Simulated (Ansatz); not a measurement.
**Ti$_{3}$O: geometry relaxation (part 2 of 2)**

Ti$_{3}$O (P6₃/mcm, 8 atoms in the cell); DFT r2SCAN, scalar-relativistic, plane waves, PAW, no spin polarisation (Ansatz 0.2.0); cutoff 500 eV, 12×12×8 k-mesh, Gaussian smearing of 0.1 eV. The structure derives from a Materials Project entry. It belongs to a series of runs on one base structure; here: volume × 0.94, shape and atoms relaxed.

Geometry of the input (Å; fractional positions):
```
5.0170  0.0000  0.0000
-2.5085  4.3449  0.0000
0.0000  0.0000  4.7680
Ti 0.0000  0.6702  0.7500
Ti 0.0000  0.3298  0.2500
Ti 0.6702  0.0000  0.7500
Ti 0.6702  0.6702  0.2500
Ti 0.3298  0.3298  0.7500
Ti 0.3298  0.0000  0.2500
O  0.0000  0.0000  0.5000
O  0.0000  0.0000  0.0000
```

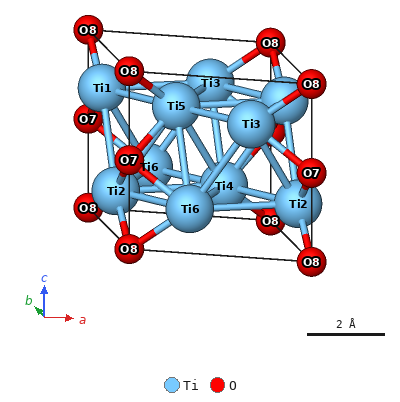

Figure 1. The geometry at step 2 of the log (ball-and-stick view of the cell of the calculation, seen slightly off an axis; atoms are numbered from 1 in the order of the input).

**Log, continued**
```
SCF iter   1: F=—  HF=-16169.400119 eV  |F-HF|=—  |Δ(HF+E_count)|=         —  Δρ=5.43e-5  dr2=8.66e-8  dr2_τ=9.69e-8  ethr=1.07e-6  ⟨swp⟩=3.0  Hψ=29197  notcnv=0
eigensolver tolerance schedule: the retry pair's looser diagonalisation over-reported the residual by 10336.46 of it (diagonalisation noise at an unbounded share of the residual, at the tolerance the schedule requests for it); recorded, not acted on — ethr = c·dr2/N_el stays at c = 1.0e-1
preconditioner: auto → Kerker (q_TF=auto, 2.633 Å⁻¹)  [metal: Δε(μ)=0.041 eV  Ē_g=5.092 eV  σ=0.100 eV  W_gap=0.23  n_scr=28 (ndim 8)  ℏωp=20.6 eV  f_vac=0.000  D(μ)=4.52/eV (n_scr^D=28)]
SCF iter   2: F=—  HF=-16169.400125 eV  |F-HF|=—  |Δ(HF+E_count)|=   6.26e-6  Δρ=2.75e-5  dr2=2.68e-8  dr2_τ=2.68e-7  ethr=1.03e-10  ⟨swp⟩=3.0  Hψ=7790  notcnv=0
SCF iter   3: F=—  HF=-16169.400128 eV  |F-HF|=—  |Δ(HF+E_count)|=   2.67e-6  Δρ=2.08e-6  dr2=2.06e-9  dr2_τ=9.38e-10  ethr=3.19e-11  ⟨swp⟩=2.0  Hψ=8329  notcnv=0
SCF iter   4: F=—  HF=-16169.400128 eV  |F-HF|=—  |Δ(HF+E_count)|=   4.54e-9  Δρ=7.08e-7  dr2=4.53e-10  dr2_τ=9.45e-11  ethr=1.00e-12  ⟨swp⟩=7.0  Hψ=16769  notcnv=0
SCF iter   5: F=-16169.400128 eV  HF=-16169.400128 eV  |F-HF|=1.82e-12  |Δ(HF+E_count)|=  4.80e-10  Δρ=2.06e-7  dr2=5.53e-11  dr2_τ=5.76e-12  ethr=1.00e-12  ⟨swp⟩=3.9  Hψ=14140  notcnv=0
SCF 4 converged in 5 iterations: F = -16169.400128 eV  dr2 = 5.53e-11
relax step   4: F+E_penalty+E_count = -16169.40012758 eV  Δ(F+E_penalty+E_count) = -1.595e-5 eV  max|allowed force component| = 4.876e-4 eV/Å  Δτ_max = 0.0000 Å  P = +10.615 GPa  Ω = 103.935 Å³  fix = [volume]  reactions: volume +10.615 GPa  stress off target by 1.69e-2 GPa on what of the cell is left free  SCF on the basis re-selected at this cell (its energy is not comparable with the rows above)  (5 SCF iters)
basis re-selected at this cell: Δ(F+E_penalty+E_count) = -1.595e-5 eV, ΔP = +0.000 GPa vs the last step (what re-selecting the basis moved, of the pressure what is left beyond the Pulay correction that the steps carried, after the strain that the cell walked since its last selection, with what the two solves' SCF thresholds leave and, on support functions, any second-order correction that the steps lacked; it is no measure of the basis error at this ecutwfc). This SCF's stress stands 1.69e-2 GPa from its target on what of the cell is left free (relax.cell.stress_tol is 1.00e-1 GPa) and its largest allowed force component is 4.88e-4 eV/Å (relax.f_tol is 1.00e-2 eV/Å): within both
SCF converged after 5 iterations
Free energy (F): -16169.400128 eV
Harris-Foulkes:  -16169.400128 eV  (|F-HF|=1.82e-12)
Internal energy: -16169.377531 eV  (E = F + TS)
E sigma→0 (E₀):  -16169.388829 eV
Entropy (-TS):   -0.022596 eV (-2.825 meV/atom)
Fermi energy:    15.375936 eV
--- Per-component energies (eV) ---
  E_band       = -891.078947
  E_kinetic    = 2007.635764
  E_local      = -5322.861270  (includes V_loc(G=0)·N_el)
  E_nonlocal   = 137.351094
  E_hartree    = 2196.248644
  E_xc         = -711.248553
  E_vxc        = -1017.420074  (∫ρ·V_xc dr)
  E_paw        = -6661.994324  (= ΣΔE_a)
  E_vpaw       = -1156.348110  (= ΣTr[D̂ρ^β])
  E_aug_tail   = 0.002458  (compensation charges beyond the density's cutoff)
  E_vtau       = 68.064017  (kinetic-family band-sum trace: ∫τ·v_τ [+ j·A + Jᵃ·Aᵃ] dr)
  E_ewald      = -7812.926719
  E_core_change = -1.584625  (= ΣΔE_core)
  E_smearing   = -0.022596  (= −TS)
  E_closure    = 0.000000  (closes the sum)
  Σ components = -16169.400128   (vs F -16169.400128, Δ=0.00e0)
--- Forces (eV/Å), atoms counted from 1 ---
  atom   1  Ti     0.00024381    -0.00042230     0.00000000
  atom   2  Ti    -0.00024381     0.00042230     0.00000000
  atom   3  Ti    -0.00048763     0.00000000     0.00000000
  atom   4  Ti    -0.00024381    -0.00042230     0.00000000
  atom   5  Ti     0.00024381     0.00042230     0.00000000
  atom   6  Ti     0.00048763     0.00000000     0.00000000
  atom   7  O      0.00000000    -0.00000000     0.00000000
  atom   8  O      0.00000000    -0.00000000    -0.00000000
  max |Σ_I F_I| component: 3.70e-17 eV/Å
--- Stress (GPa, compression-positive) ---
       10.623397       0.000000       0.000000
       -0.000000      10.623397       0.000000
        0.000000       0.000000      10.598098
  P = ⅓ Tr σ = 10.6150 GPa (106.150 kbar)
--- Band table (eV; the first three rows and the last of 95) ---
  k-point 0: bands = ["-44.1940", "-44.0622", "-44.0240", "-44.0240", "-44.0177", "-44.0177", "-19.9015", "-19.8430", "-19.4312", "-19.4312", "-19.4295", "-19.3965", "-19.3965", "-19.3856", "-19.3705", "-19.3705", "-19.3201", "-19.3201", "-19.1829", "-19.0921", "-19.0202", "-19.0202", "-18.9420", "-18.9420", "-7.5526", "-6.7869", "5.6165", "7.3502", "7.3502", "7.6069", "7.6069", "9.8232", "10.0808", "13.2129", "13.4359", "13.4430", "13.4430", "13.9039", "14.4023", "14.4161", "14.4161", "15.1455", "15.1455", "15.5207", "16.2307", "16.2307", "16.6707", "16.8302", "16.8302", "17.0330", "17.0330"]
  k-point 1: bands = ["-44.1891", "-44.0673", "-44.0238", "-44.0238", "-44.0179", "-44.0179", "-19.8752", "-19.8296", "-19.4713", "-19.4713", "-19.4634", "-19.4634", "-19.4428", "-19.3780", "-19.3028", "-19.3028", "-19.2803", "-19.2803", "-19.1907", "-19.1225", "-19.0167", "-19.0167", "-18.9444", "-18.9444", "-7.5235", "-6.8166", "5.7455", "7.3496", "7.3496", "7.5853", "7.5853", "9.6696", "10.1123", "13.0905", "13.4841", "13.5157", "13.5157", "13.9161", "14.4567", "14.4692", "14.4692", "15.0833", "15.0833", "15.5195", "16.1350", "16.1350", "16.6582", "16.8621", "16.8621", "17.1465", "17.1465"]
  k-point 2: bands = ["-44.1749", "-44.0817", "-44.0231", "-44.0231", "-44.0186", "-44.0186", "-19.8024", "-19.7920", "-19.5300", "-19.5300", "-19.5289", "-19.5289", "-19.4775", "-19.3563", "-19.2353", "-19.2353", "-19.2229", "-19.2229", "-19.2130", "-19.2083", "-19.0068", "-19.0068", "-18.9516", "-18.9516", "-7.4409", "-6.9009", "6.1217", "7.3520", "7.3520", "7.5298", "7.5298", "9.0906", "10.4047", "12.7265", "13.6120", "13.7182", "13.7182", "13.9418", "14.6130", "14.6244", "14.6244", "14.9076", "14.9076", "15.4729", "15.8784", "15.8784", "16.6434", "17.0329", "17.0329", "17.2785", "17.2785"]
  k-point 94: bands = ["-44.0640", "-44.0640", "-44.0534", "-44.0534", "-44.0534", "-44.0534", "-19.8225", "-19.8225", "-19.5495", "-19.5495", "-19.5495", "-19.5495", "-19.2884", "-19.2884", "-19.2339", "-19.2339", "-19.2339", "-19.2339", "-19.1060", "-19.1060", "-19.1060", "-19.1060", "-19.0116", "-19.0116", "-7.1703", "-7.1703", "7.3476", "7.3476", "7.3476", "7.3476", "7.6090", "7.6090", "12.8096", "12.8096", "12.8096", "12.8096", "14.1074", "14.1074", "14.1725", "14.1725", "14.1725", "14.1725", "15.8603", "15.8603", "16.1145", "16.1145", "16.1145", "16.1145", "17.0142", "17.0142", "17.8184"]
--- Relaxed structure (3 steps of the walk, 3 accepted, 1 SCFs on fresh bases) ---
  F+E_penalty+E_count = -16169.40012758 eV   max|allowed force component| = 4.876e-4 eV/Å   (the final SCF, on the basis selected at the relaxed cell)
  cell:  # Å, volume = 103.9346 Å³
    - [5.010291103049795, 0.0, 0.0]
    - [-2.5051455515248975, 4.339039375596279, 0.0]
    - [0.0, 0.0, 4.780831753633267]
  atoms:
    - { symbol: Ti, position: [1.1102230246251565e-16, 0.6685894045346815, 0.75] }
    - { symbol: Ti, position: [2.7755575615628914e-17, 0.33141059546531876, 0.25] }
    - { symbol: Ti, position: [0.6685894045346813, -3.119190107982042e-21, 0.75] }
    - { symbol: Ti, position: [0.6685894045346814, 0.6685894045346815, 0.25] }
    - { symbol: Ti, position: [0.3314105954653187, 0.33141059546531876, 0.75] }
    - { symbol: Ti, position: [0.3314105954653187, -3.119190107982042e-21, 0.25] }
    - { symbol: O, position: [-3.937776527242904e-20, -3.1191901079820352e-21, 0.5] }
    - { symbol: O, position: [-3.9377765272429044e-20, -3.119190107982037e-21, 0.0] }
```

**Trajectory as extended XYZ (Å, eV, eV/Å), 4 frames, from step=1 to step=4**
```
8
Lattice="5.0170 0.0000 0.0000 -2.5085 4.3449 0.0000 0.0000 0.0000 4.7680" Properties=species:S:1:pos:R:3:forces:R:3 step=1 energy=-16169.39401 pressure_GPa=11.23
Ti   -1.6811    2.9118    3.5760    0.1241  -0.2149   0.0000
Ti   -0.8274    1.4331    1.1920   -0.1241   0.2149   0.0000
Ti    3.3622    0.0000    3.5760   -0.2481   0.0000   0.0000
Ti    1.6811    2.9118    1.1920   -0.1241  -0.2149   0.0000
Ti    0.8274    1.4331    3.5760    0.1241   0.2149   0.0000
Ti    1.6548    0.0000    1.1920    0.2481   0.0000   0.0000
O     0.0000    0.0000    2.3840    0.0000   0.0000   0.0000
O     0.0000    0.0000    0.0000    0.0000   0.0000   0.0000
8
Lattice="5.0116 0.0000 0.0000 -2.5058 4.3401 0.0000 0.0000 0.0000 4.7784" Properties=species:S:1:pos:R:3:forces:R:3 step=2 energy=-16169.40005 pressure_GPa=10.58
Ti   -1.6750    2.9012    3.5838   -0.0116   0.0201   0.0000
Ti   -0.8308    1.4389    1.1946    0.0116  -0.0201   0.0000
Ti    3.3500    0.0000    3.5838    0.0233   0.0000   0.0000
Ti    1.6750    2.9012    1.1946    0.0116   0.0201   0.0000
Ti    0.8308    1.4389    3.5838   -0.0116  -0.0201   0.0000
Ti    1.6615    0.0000    1.1946   -0.0233   0.0000   0.0000
O     0.0000    0.0000    2.3892    0.0000   0.0000   0.0000
O     0.0000    0.0000    0.0000    0.0000   0.0000   0.0000
8
Lattice="5.0103 0.0000 0.0000 -2.5051 4.3390 0.0000 0.0000 0.0000 4.7808" Properties=species:S:1:pos:R:3:forces:R:3 step=3 energy=-16169.40011 pressure_GPa=10.61
Ti   -1.6749    2.9010    3.5856    0.0002  -0.0003   0.0000
Ti   -0.8302    1.4380    1.1952   -0.0002   0.0003   0.0000
Ti    3.3498    0.0000    3.5856   -0.0004   0.0000   0.0000
Ti    1.6749    2.9010    1.1952   -0.0002  -0.0003   0.0000
Ti    0.8302    1.4380    3.5856    0.0002   0.0003   0.0000
Ti    1.6605    0.0000    1.1952    0.0004   0.0000   0.0000
O     0.0000    0.0000    2.3904    0.0000   0.0000   0.0000
O     0.0000    0.0000    0.0000    0.0000   0.0000   0.0000
8
Lattice="5.0103 0.0000 0.0000 -2.5051 4.3390 0.0000 0.0000 0.0000 4.7808" Properties=species:S:1:pos:R:3:forces:R:3 step=4 energy=-16169.40013 pressure_GPa=10.61
Ti   -1.6749    2.9010    3.5856    0.0002  -0.0004   0.0000
Ti   -0.8302    1.4380    1.1952   -0.0002   0.0004   0.0000
Ti    3.3498    0.0000    3.5856   -0.0005   0.0000   0.0000
Ti    1.6749    2.9010    1.1952   -0.0002  -0.0004   0.0000
Ti    0.8302    1.4380    3.5856    0.0002   0.0004   0.0000
Ti    1.6605    0.0000    1.1952    0.0005   0.0000   0.0000
O     0.0000    0.0000    2.3904    0.0000   0.0000   0.0000
O     0.0000    0.0000    0.0000    0.0000   0.0000   0.0000
```

**Results in brief**

```tsv
quantity	value
outcome	converged
space group (tolerance 0.01 Å)	P6₃/mcm (193)
electrons treated	84
free energy	−16169.4001 eV
Fermi energy	15.376 eV
gap on the k-point mesh	none (metallic)
pressure	10.61 GPa
final volume	103.93 Å³
largest force (length of the vector) at the end	under 0.001 eV/Å
final cell	a = 5.010 Å, b = 5.010 Å, c = 4.781 Å, α = 90.00°, β = 90.00°, γ = 120.00°
hardware	2 threads of Intel Xeon (Granite Rapids), 192 GiB of memory available, shared host
wall time	59 s (CPU time 1.9 min)
peak memory	0.98 GiB
```

**Remarks**

The cell is under a pressure of 10.6 GPa at this level, so it is not at its equilibrium volume.
